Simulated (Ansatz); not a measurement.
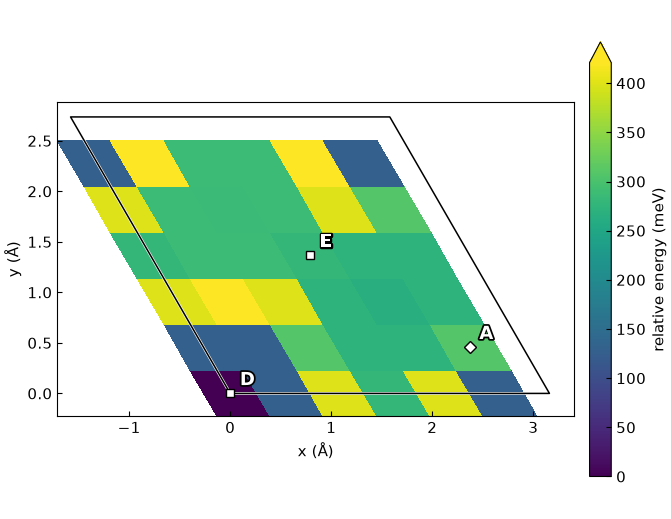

S on a two-dimensional sheet of WS₂ (1H type) (3 atoms of substrate and one adsorbate in a 1 × 1 cell). 
- S is moved over the surface cell; relaxed at each place: the height of the adsorbate's atoms; substrate rigid; the origin of the map has the adsorbate above S3.
- Places are given modulo a cell vector. The map is drawn in real space over the plane of the surface.
- The scan uses a 6 × 6 grid; 10 points were computed and 26 follow by symmetry.
- Energies are in meV, from the lowest grid point.
- The relaxed height changes by up to 1.3 Å between neighbouring points. The magnetic moment jumps between some neighbouring points. With one adsorbate in each 1 × 1 cell, its nearest image is 3.2 Å away, so neighbouring adsorbates interact.
- These are results of Ansatz, DFT PBE+D3(BJ), scalar-relativistic, plane waves, PAW, not measurements. Settings: cutoff 420 eV, k-mesh 9×9×1, gaussian smearing 0.05 eV, spin-polarised.

Drawn: one coloured cell a grid point, the outline of one cell of the plane, one colour for all values above the top of the scale, lettered points.

Q: Is E the lowest point of the computed grid?

A: No. E lies 279 meV above the lowest grid point, which is at the top site over a surface S atom, (0/6, 0/6) of the cell vectors.

Q: Rank the lettered points by energy, lowest first.

A: D (0 meV), E (279 meV), A (309 meV).

PAW datasets: the set soft_1.
